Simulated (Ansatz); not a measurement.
# Run report: HfN, phonon calculation

The run: phonon calculation of HfN (Fm-3m, 2 atoms in the cell). Method and program: DFT PBE, scalar-relativistic, plane waves, PAW, no spin polarisation (Ansatz 0.2.0).

The structure derives from an entry of the Crystallography Open Database. It belongs to a series of runs on one base structure; here: zone-centre phonons at 2 GPa. Figures and captions count atoms from 1; the log counts them from 0 in places.

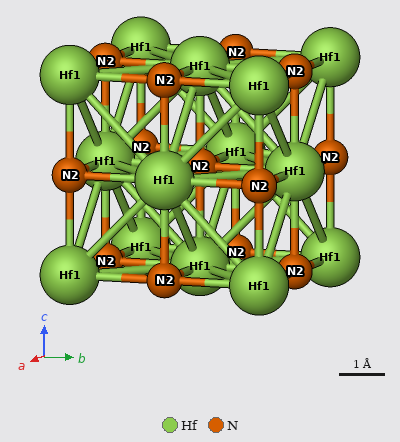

Figure 1. The structure as given in the input (ball-and-stick view of the cell 4 times as large as that of the calculation, set on its symmetry axes, seen slightly off an axis; atoms are numbered from 1 in the order of the input).

Input file:
```yaml
crystal:
  lattice:
    - [0.0, 2.2686863592, 2.2686863592]
    - [2.2686863592, 0.0, 2.2686863592]
    - [2.2686863592, 2.2686863592, 0.0]
  atoms:
    - { symbol: Hf, position: [0.0, 0.0, 0.0] }
    - { symbol: "N", position: [0.5, 0.5, 0.5] }
basis:
  ecutwfc: 420
kpoints:
  mp_grid: { grid: [16, 16, 16] }
hamiltonian:
  xc: pbe
scf:
  occupations: { method: fermi_dirac, width: 0.15 }
output:
  eigenvalues: true
phonons:
  method: dfpt
  eigenvectors: true
```

Launch command:
```bash
ansatz run input.yaml --threads 1 --pin off --max-ram 3072MiB --backend cpu --events-out ev --progress --plain --runs-dir out
```

What the program printed:
```
Engine: ansatz 0.2.0, x86_64-unknown-linux-gnu
Pseudopotentials: kind: paw
Pseudopotential: Hf, paw, valence charge 26, recommended cutoff 420 eV (normal), Hf.paw.azcp
Pseudopotential: N, paw, valence charge 5, recommended cutoff 420 eV (normal), N.paw.azcp
Functional definition: PBE
  parameter kappa = 0.804
  parameter beta = 0.06672455060314922
  exchange = pbe_x(kappa = kappa, mu = beta*pi^2/3)
  correlation = pbe_c(beta = beta)
Crystal: 2 atoms, lattice volume = 23.354 Å³
Basis set: ecut = 420 eV, 459 PW (Γ), exchange–correlation on 48×48×48 points (8 copies of the dense FFT grid, shifted against one another)
Bands: 20, of which v1, the nominal top of the filled ones, is band 16 counted from 1 (15 counted from 0)
Symmetry: 48 space group operations
k-points: 349 of 4096 (irreducible under 8 space group operations, time reversal used)
Non-local potential: Hf, projectors of the file, l = 0: 3, l = 1: 2, l = 2: 2, l = 3: 3
Non-local potential: N, projectors of the file, l = 0: 2, l = 1: 2, l = 2: 1
PAW form: soft (Blöchl's): semilocal exchange-correlation on the pseudo side does not see the compensation charge
PAW one-centre angular grid: Hf, 590 points (default); XC on 64 Gauss nodes
PAW one-centre angular grid: N, 110 points (default); XC on 64 Gauss nodes
Initial density: superposition of atomic densities (neutral atoms: chi_scale 0, normalization atom), corrected by the library's trained network
Initial wavefunctions: pseudopotential atomic-orbital guess
Functional: x = pbe(κ = 0.804, μ = 0.2195149727645171), c = pbe(β = 0.06672455060314922)
SCF iter   1: F=—  HF=-16108.712815 eV  |F-HF|=—  |Δ(HF+E_count)|=         —  Δρ=5.65e-3  dr2=9.21e-3  ethr=1.77e-3  ⟨swp⟩=4.8  Hψ=28338  notcnv=0
preconditioner: auto → Kerker (q_TF=auto, 2.860 Å⁻¹)  [metal: Δε(μ)=0.010 eV  Ē_g=18.966 eV  σ=0.150 eV  W_gap=0.02  n_scr=14 (ndim 8)  ℏωp=41.4 eV  f_vac=0.000  D(μ)=0.59/eV (n_scr^D=0)]
SCF iter   2: F=—  HF=-16108.710491 eV  |F-HF|=—  |Δ(HF+E_count)|=   2.32e-3  Δρ=1.36e-3  dr2=4.42e-4  ethr=2.97e-5  ⟨swp⟩=1.8  Hψ=10461  notcnv=0
SCF iter   3: F=—  HF=-16108.710350 eV  |F-HF|=—  |Δ(HF+E_count)|=   1.41e-4  Δρ=7.43e-4  dr2=8.64e-5  ethr=1.43e-6  ⟨swp⟩=2.2  Hψ=10410  notcnv=0
SCF iter   4: F=—  HF=-16108.710336 eV  |F-HF|=—  |Δ(HF+E_count)|=   1.37e-5  Δρ=3.61e-4  dr2=1.27e-5  ethr=2.79e-7  ⟨swp⟩=2.0  Hψ=12442  notcnv=0
SCF iter   5: F=—  HF=-16108.710323 eV  |F-HF|=—  |Δ(HF+E_count)|=   1.27e-5  Δρ=7.51e-5  dr2=5.84e-7  ethr=4.10e-8  ⟨swp⟩=3.2  Hψ=14734  notcnv=0
SCF iter   6: F=—  HF=-16108.710323 eV  |F-HF|=—  |Δ(HF+E_count)|=   1.22e-7  Δρ=8.12e-6  dr2=7.56e-9  ethr=1.88e-9  ⟨swp⟩=2.0  Hψ=12436  notcnv=0
SCF iter   7: F=—  HF=-16108.710323 eV  |F-HF|=—  |Δ(HF+E_count)|=   2.44e-8  Δρ=3.50e-6  dr2=1.99e-9  ethr=2.44e-11  ⟨swp⟩=2.2  Hψ=11902  notcnv=0
SCF iter   8: F=—  HF=-16108.710323 eV  |F-HF|=—  |Δ(HF+E_count)|=   1.74e-9  Δρ=5.33e-7  dr2=4.39e-11  ethr=6.40e-12  ⟨swp⟩=2.3  Hψ=12511  notcnv=0
SCF iter   9: F=-16108.710323 eV  HF=-16108.710323 eV  |F-HF|=1.82e-12  |Δ(HF+E_count)|=  3.27e-11  Δρ=1.62e-7  dr2=4.83e-12  ethr=1.00e-12  ⟨swp⟩=6.0  Hψ=33868  notcnv=0
SCF 1 converged in 9 iterations: F = -16108.710323 eV  dr2 = 4.83e-12
  greatest PAW one-centre occupation: 0.998 electrons in one spin orbital (limit 2), on the Hf atom at site 0 (counted from 0), in its partial waves of l = 0
DFPT response loops at Γ: preconditioner auto → Kerker (q_TF=auto, 2.860 Å⁻¹) (partly filled bands, converged f_vac=0.000); β = 1.00, the filter's whole step (`scf.mixing.beta` (0.50) is not read by the response loops under this deck's `scf.mixing.preconditioner`; to damp them name `kerker` or `kerker_dos`, under which they read `scf.mixing.beta`, and type it under 1.00, their step now; both keys bind the ground state too); Broyden in place of MSR1
SCF converged after 9 iterations
Free energy (F): -16108.710323 eV
Harris-Foulkes:  -16108.710323 eV  (|F-HF|=1.82e-12)
Internal energy: -16108.666054 eV  (E = F + TS)
E sigma→0 (E₀):  -16108.688188 eV
Entropy (-TS):   -0.044270 eV (-22.135 meV/atom)
Fermi energy:    23.592440 eV
--- Per-component energies (eV) ---
  E_band       = 172.130199
  E_kinetic    = 556.332517
  E_local      = -4755.972724  (includes V_loc(G=0)·N_el)
  E_nonlocal   = -1198.543335
  E_hartree    = 2255.104099
  E_xc         = -361.530989
  E_vxc        = -344.699674  (∫ρ·V_xc dr)
  E_paw        = -7054.572030  (= ΣΔE_a)
  E_vpaw       = 1404.805215  (= ΣTr[D̂ρ^β])
  E_aug_tail   = 0.000097  (compensation charges beyond the density's cutoff)
  E_ewald      = -5549.483687
  E_smearing   = -0.044270  (= −TS)
  E_closure    = 0.000000  (closes the sum)
  Σ components = -16108.710323   (vs F -16108.710323, Δ=0.00e0)
--- Band table (eV; the first three rows and the last of 349) ---
  k-point 0: bands = ["-39.1963", "-7.6065", "-7.6065", "-7.6065", "6.1297", "10.8629", "10.8629", "10.8629", "10.8933", "10.9890", "10.9890", "10.9890", "20.6473", "20.6473", "20.6473", "23.2245", "23.2245", "23.2245", "25.2204", "25.5075"]
  k-point 1: bands = ["-39.1941", "-7.6448", "-7.6097", "-7.6097", "6.2156", "10.8638", "10.8661", "10.8661", "10.8952", "10.9863", "10.9863", "10.9891", "20.2380", "20.4094", "20.4094", "23.3415", "23.3595", "23.3595", "25.5153", "25.8084"]
  k-point 2: bands = ["-39.1879", "-7.7521", "-7.6188", "-7.6188", "6.4620", "10.8677", "10.8752", "10.8752", "10.9009", "10.9787", "10.9787", "10.9894", "19.3264", "19.8578", "19.8578", "23.5389", "23.7126", "23.7126", "26.2608", "26.5894"]
  k-point 348: bands = ["-39.1197", "-8.1376", "-8.1376", "-7.9369", "7.7530", "10.9117", "10.9224", "10.9224", "10.9444", "10.9444", "10.9677", "11.0086", "17.4914", "18.1073", "18.1073", "24.6943", "24.6943", "28.9757", "29.0100", "29.6255"]
--- Phonons (Γ-DFPT): 2 representative perturbations + reference, on 349 of 4096 k-points (Σ response iterations 7) ---
  k mesh reduced under 8 symmetry operations, with k and −k counted as one. Each operation leaves every solved perturbation unchanged. A smaller set is not used because it would not reduce the number of displacements times k-points to solve
  ASR residual: 4.003e-4 → 0.000e0 eV/Å²; symmetrization residual: 1.600e-6 eV/Å²
  ASR residual per site (eV/Å²): 4.00e-4 1.90e-4
  Γ frequencies (cm⁻¹): 0.00 0.00 0.00 484.54 484.54 484.54
  non-analytic LO–TO correction: not included (Born effective charges unavailable; polar crystals: no LO–TO splitting at Γ)
```

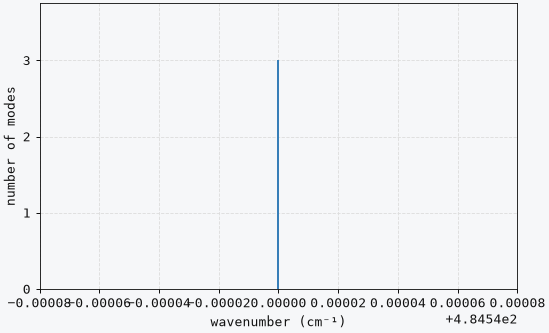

Figure 2. Optical phonons at the zone centre (no LO–TO term); neighbouring modes closer than 3 cm⁻¹ are counted in one stick. 3 modes from 485 to 485 cm⁻¹, none imaginary.

Summary:

```tsv
quantity	value
outcome	converged
space group (tolerance 0.01 Å)	Fm-3m (225)
electrons treated	31
free energy	−16108.7103 eV
Fermi energy	23.592 eV
gap on the k-point mesh	none (metallic)
hardware	1 thread of Intel Xeon @ 2.50GHz (Skylake/Cascade Lake), 189 GiB of memory available, shared host
wall time	2.1 min
peak memory	0.81 GiB
```

Remarks:

Results for this metal are sensitive to the k-point mesh. Spin–orbit coupling is left out, which matters for Hf. The cell holds an odd number of electrons but the run has no spin polarisation, so it comes out as a metal.
